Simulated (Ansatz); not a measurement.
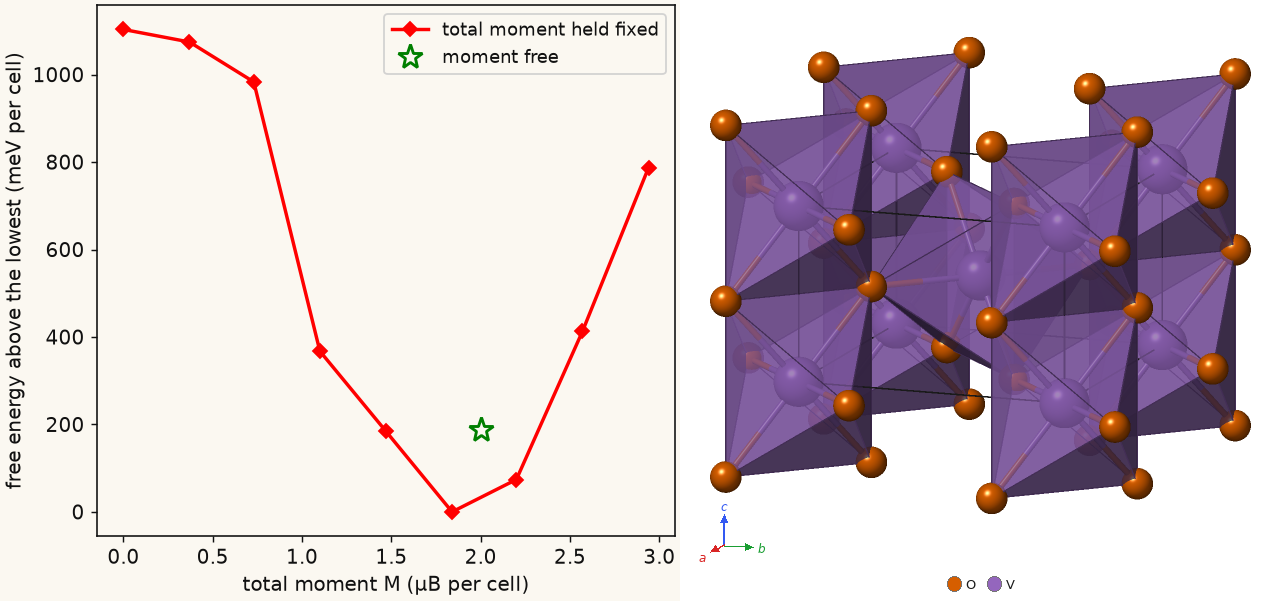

Beside the plot: the structure in its conventional cell.

Fixed-spin-moment scan.
VO2 (P4_2/mnm, 6 atoms in the cell); DFT, r2SCAN+U, PAW, plane waves, scalar-relativistic in Ansatz 0.2.0; cutoff 500 eV, 4×4×6 k-mesh, Fermi–Dirac smearing of 0.03 eV, collinear spins, U = 1.9 eV on V d.

**What does the curve say about the magnetic state?**

Among the held moments the energy is lowest at M = 1.8 μB. The best free run ends at M = 2.0 μB, 186 meV per cell above the lowest point of the scan, so it was trapped in a higher state. Antiparallel orders weren't tried, and these are the states found from these starts; lower ones may exist.

**How far does the point at M = 0 lie above the minimum?**

About 1100 meV per cell. That run is non-magnetic, so this is the energy of forming the moments, not the difference to an antiparallel order, which the scan doesn't reach.
